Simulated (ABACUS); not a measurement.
# La: 7 runs along one coordinate

System: La (Im-3m, 1 atom in the cell).
Method: Kohn-Sham DFT of a periodic cell, AM05, GBRV ultrasoft 1.5 PBE, no spin polarisation (ABACUS 3.10.1).

The 7 runs differ only in the geometry, by an even scaling of the cell at fixed fractional positions. The structure derives from a Materials Project entry.

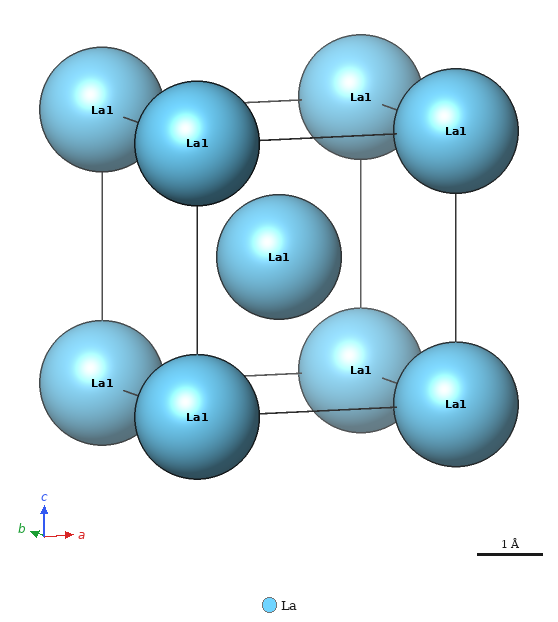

Figure 1. The structure of run 4 (spheres-only view of the cell 2 times as large as that of the calculation, set on its symmetry axes, seen slightly off an axis; atoms are numbered from 1 in the order of the input).

**Input of run 4**
```python
"""ABACUS run from a structure file: ASE reads it, the script writes STRU, KPT and INPUT."""
import re
import subprocess
import spglib
from ase import Atoms
from ase.io import read
from ase.units import Bohr

atoms = read("La.cif")
cell, frac, numbers = spglib.standardize_cell((atoms.cell[:], atoms.get_scaled_positions(), atoms.numbers), to_primitive=True, symprec=1e-4)
atoms = Atoms(numbers=numbers, cell=cell, scaled_positions=frac, pbc=True)  # the primitive cell
atoms = atoms[(-atoms.numbers).argsort(kind="stable")]  # ABACUS lists atoms element by element
pseudo = {'La': 'la_pbe_v1.uspp.F.UPF'}
orbital = {}
magmoms = None
kmesh = [7, 7, 7]
params = {
    'suffix': 'La',
    'calculation': 'scf',
    'basis_type': 'pw',
    'pseudo_dir': './',
    'symmetry': 1,
    'dft_functional': 'GGA_X_AM05+GGA_C_AM05',
    'ecutwfc': 40,
    'pseudo_rcut': 10,
    'nspin': 1,
    'nbands': 10,
    'ks_solver': 'dav',
    'smearing_method': 'fd',
    'smearing_sigma': 0.00367493,
    'scf_thr': 1e-08,
    'scf_nmax': 100,
    'mixing_type': 'broyden',
    'mixing_beta': 0.7,
    'cal_force': 1,
    'cal_stress': 1,
    'ecutrho': 320,
    'kpar': 4,
}

symbols = atoms.get_chemical_symbols()
elements = list(dict.fromkeys(symbols))
lines = ["ATOMIC_SPECIES"] + [f"{e} {atoms.get_masses()[symbols.index(e)]:.4f} {pseudo[e]}" for e in elements]
if orbital:
    lines += ["", "NUMERICAL_ORBITAL"] + [orbital[e] for e in elements]
lines += ["", "LATTICE_CONSTANT", f"{1 / Bohr:.10f}", "", "LATTICE_VECTORS"]
lines += [" ".join(f"{x:.10f}" for x in v) for v in atoms.cell]
lines += ["", "ATOMIC_POSITIONS", "Direct"]
for e in elements:
    lines += ["", e, "0.0", str(symbols.count(e))]
    for i, p in enumerate(atoms.get_scaled_positions(wrap=False)):
        if symbols[i] == e:
            mag = "" if magmoms is None else " mag " + " ".join(str(x) for x in (magmoms[i] if isinstance(magmoms[i], list) else [magmoms[i]]))
            lines.append(" ".join(f"{x:.10f}" for x in p) + " 1 1 1" + mag)
open("STRU", "w").write("\n".join(lines) + "\n")
open("KPT", "w").write("K_POINTS\n0\nGamma\n%d %d %d 0 0 0\n" % tuple(kmesh))
open("INPUT", "w").write("INPUT_PARAMETERS\n" + "".join(f"{k:<20s}{v}\n" for k, v in params.items()))

done = subprocess.run(['mpirun', '-np', '4', 'abacus'])
if done.returncode:
    raise SystemExit(done.returncode)
log = open("OUT.La/running_scf.log").read()
print("final energy (eV):", re.findall(r"FINAL_ETOT_IS (\S+)", log))
```

**File La.cif of run 4**
```
data_La
_cell_length_a 4.24766214
_cell_length_b 4.24766214
_cell_length_c 4.24766214
_cell_angle_alpha 90.00000000
_cell_angle_beta 90.00000000
_cell_angle_gamma 90.00000000
_space_group_name_H-M_alt 'Im-3m'
_space_group_name_Hall '-I 4 2 3'
_space_group_IT_number 229
loop_
_space_group_symop_operation_xyz
'x,y,z'
'-x,-y,-z'
'-y,x,z'
'y,-x,-z'
'-x,-y,z'
'x,y,-z'
'y,-x,z'
'-y,x,-z'
'x,-y,-z'
'-x,y,z'
'-y,-x,-z'
'y,x,z'
'-x,y,-z'
'x,-y,z'
'y,x,-z'
'-y,-x,z'
'z,x,y'
'-z,-x,-y'
'z,-y,x'
'-z,y,-x'
'z,-x,-y'
'-z,x,y'
'z,y,-x'
'-z,-y,x'
'-z,x,-y'
'z,-x,y'
'-z,-y,-x'
'z,y,x'
'-z,-x,y'
'z,x,-y'
'-z,y,x'
'z,-y,-x'
'y,z,x'
'-y,-z,-x'
'x,z,-y'
'-x,-z,y'
'-y,z,-x'
'y,-z,x'
'-x,z,y'
'x,-z,-y'
'-y,-z,x'
'y,z,-x'
'-x,-z,-y'
'x,z,y'
'y,-z,-x'
'-y,z,x'
'x,-z,y'
'-x,z,-y'
'x+1/2,y+1/2,z+1/2'
'-x+1/2,-y+1/2,-z+1/2'
'-y+1/2,x+1/2,z+1/2'
'y+1/2,-x+1/2,-z+1/2'
'-x+1/2,-y+1/2,z+1/2'
'x+1/2,y+1/2,-z+1/2'
'y+1/2,-x+1/2,z+1/2'
'-y+1/2,x+1/2,-z+1/2'
'x+1/2,-y+1/2,-z+1/2'
'-x+1/2,y+1/2,z+1/2'
'-y+1/2,-x+1/2,-z+1/2'
'y+1/2,x+1/2,z+1/2'
'-x+1/2,y+1/2,-z+1/2'
'x+1/2,-y+1/2,z+1/2'
'y+1/2,x+1/2,-z+1/2'
'-y+1/2,-x+1/2,z+1/2'
'z+1/2,x+1/2,y+1/2'
'-z+1/2,-x+1/2,-y+1/2'
'z+1/2,-y+1/2,x+1/2'
'-z+1/2,y+1/2,-x+1/2'
'z+1/2,-x+1/2,-y+1/2'
'-z+1/2,x+1/2,y+1/2'
'z+1/2,y+1/2,-x+1/2'
'-z+1/2,-y+1/2,x+1/2'
'-z+1/2,x+1/2,-y+1/2'
'z+1/2,-x+1/2,y+1/2'
'-z+1/2,-y+1/2,-x+1/2'
'z+1/2,y+1/2,x+1/2'
'-z+1/2,-x+1/2,y+1/2'
'z+1/2,x+1/2,-y+1/2'
'-z+1/2,y+1/2,x+1/2'
'z+1/2,-y+1/2,-x+1/2'
'y+1/2,z+1/2,x+1/2'
'-y+1/2,-z+1/2,-x+1/2'
'x+1/2,z+1/2,-y+1/2'
'-x+1/2,-z+1/2,y+1/2'
'-y+1/2,z+1/2,-x+1/2'
'y+1/2,-z+1/2,x+1/2'
'-x+1/2,z+1/2,y+1/2'
'x+1/2,-z+1/2,-y+1/2'
'-y+1/2,-z+1/2,x+1/2'
'y+1/2,z+1/2,-x+1/2'
'-x+1/2,-z+1/2,-y+1/2'
'x+1/2,z+1/2,y+1/2'
'y+1/2,-z+1/2,-x+1/2'
'-y+1/2,z+1/2,x+1/2'
'x+1/2,-z+1/2,y+1/2'
'-x+1/2,z+1/2,-y+1/2'
loop_
_atom_site_label
_atom_site_type_symbol
_atom_site_symmetry_multiplicity
_atom_site_Wyckoff_symbol
_atom_site_fract_x
_atom_site_fract_y
_atom_site_fract_z
_atom_site_occupancy
La1 La 2 a 0.0000000000 0.0000000000 0.0000000000 1
```

**File INPUT of run 4**
```
INPUT_PARAMETERS
suffix              La
calculation         scf
basis_type          pw
pseudo_dir          ./
symmetry            1
dft_functional      GGA_X_AM05+GGA_C_AM05
ecutwfc             40
pseudo_rcut         10
nspin               1
nbands              10
ks_solver           dav
smearing_method     fd
smearing_sigma      0.00367493
scf_thr             1e-08
scf_nmax            100
mixing_type         broyden
mixing_beta         0.7
cal_force           1
cal_stress          1
ecutrho             320
kpar                4
```

**File STRU of run 4**
```
ATOMIC_SPECIES
La 138.9055 la_pbe_v1.uspp.F.UPF

LATTICE_CONSTANT
1.8897261258

LATTICE_VECTORS
-2.1238310700 2.1238310700 2.1238310700
2.1238310700 -2.1238310700 2.1238310700
2.1238310700 2.1238310700 -2.1238310700

ATOMIC_POSITIONS
Direct

La
0.0
1
-0.0000000000 0.0000000000 0.0000000000 1 1 1
```

**File KPT of run 4**
```
K_POINTS
0
Gamma
7 7 7 0 0 0
```

Command:
```bash
OMP_NUM_THREADS=1 python run_abacus.py > log
```

Lattice vectors (Å) and fractional positions of run 4:
```
  -2.123831    2.123831    2.123831
   2.123831   -2.123831    2.123831
   2.123831    2.123831   -2.123831
La  0.000000  0.000000  0.000000
```

Run 5 has the same physical settings and fractional positions; its lattice vectors (Å) are:
```
  -2.137897    2.137897    2.137897
   2.137897   -2.137897    2.137897
   2.137897    2.137897   -2.137897
```

**Results, with one run withheld**

```csv
run,volume per atom (Å³),"free energy per atom, from the lowest run given (meV)",pressure (GPa)
1,36.020,0.00,0.02
2,36.787,1.33,−0.58
3,37.553,5.39,−1.12
4,38.320,11.95,−1.63
5,39.086,?,?
6,39.852,31.70,−2.49
7,40.619,44.54,−2.88
```

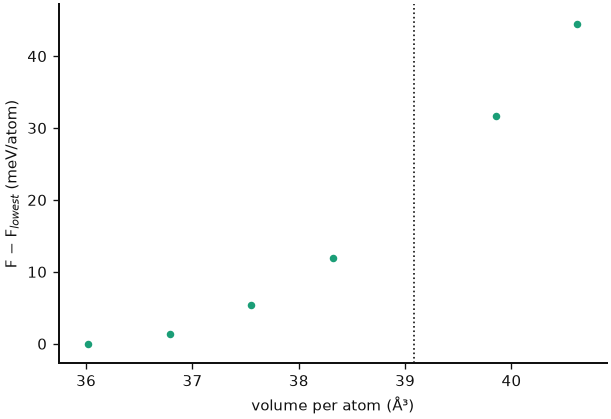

Figure 2. Free energy per atom of the runs given; the dotted line marks run 5.

What should run 5 give?

A cubic polynomial in V^(−2/3) (the Birch–Murnaghan form), fitted to the 6 runs given, misses them by under 0.01 meV per atom. With x = V^(−2/3) − 0.08826 Å⁻², it reads F = 10.176 − 6075.2 x + 9.1892e+05 x² − 3.6821e+06 x³ (meV per atom). At run 5 it gives 20.78 meV per atom, and the run itself gives 20.78. The slope of the fit gives a pressure −dF/dV of −2.07 GPa there, and the run prints −2.07 GPa. The fit has its minimum at 36.051 Å³ per atom, where V d²F/dV² gives 29.2 GPa: the bulk modulus at this level, since symmetry fixes the shape and the positions.

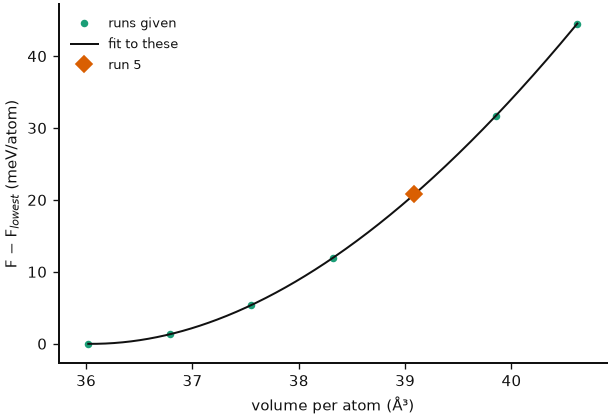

Figure 3. The fit and the withheld run.

**Some lines of the output (run 5)**
```
[...]
                          Volume (Bohr^3) = 263.765
                             Volume (A^3) = 39.0858
 E_Fermi        0.7822870421         10.6435612445
 E_Fermi        0.7759713355         10.5576316481
 E_Fermi        0.7756418876         10.5531492791
 E_Fermi        0.7756733388         10.5535771942
 E_KS(sigma->0) -101.9545267256      -1387.1625003618
 E_Fermi        0.7756061207         10.5526626455
 final etot is -1387.1768275 eV
 EFERMI = 10.552662646 eV
 TOTAL-PRESSURE: -20.728825 KBAR
 !FINAL_ETOT_IS -1387.1768274591620411 eV
```
